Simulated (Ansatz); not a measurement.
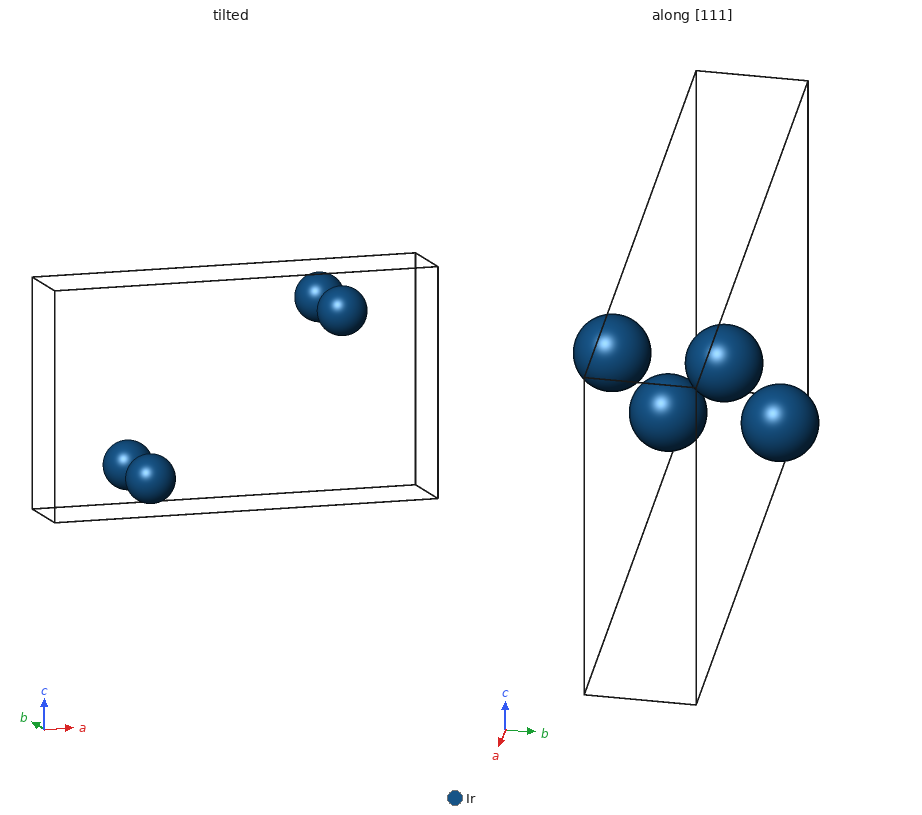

Structure drawing (spheres-only), viewed slightly off an axis and along [111]. One simulation cell is outlined, and atoms on its boundary appear in each equivalent place.

Characterise what is shown.

The element is iridium. The cell holds two atoms. Ir is coordinated by two Ir in a linear arrangement.

The structure was taken from a structure listed in the Materials Project. Earlier steps of the study may have refined or changed the cell and positions. It was set up as input for a calculation with Ansatz.
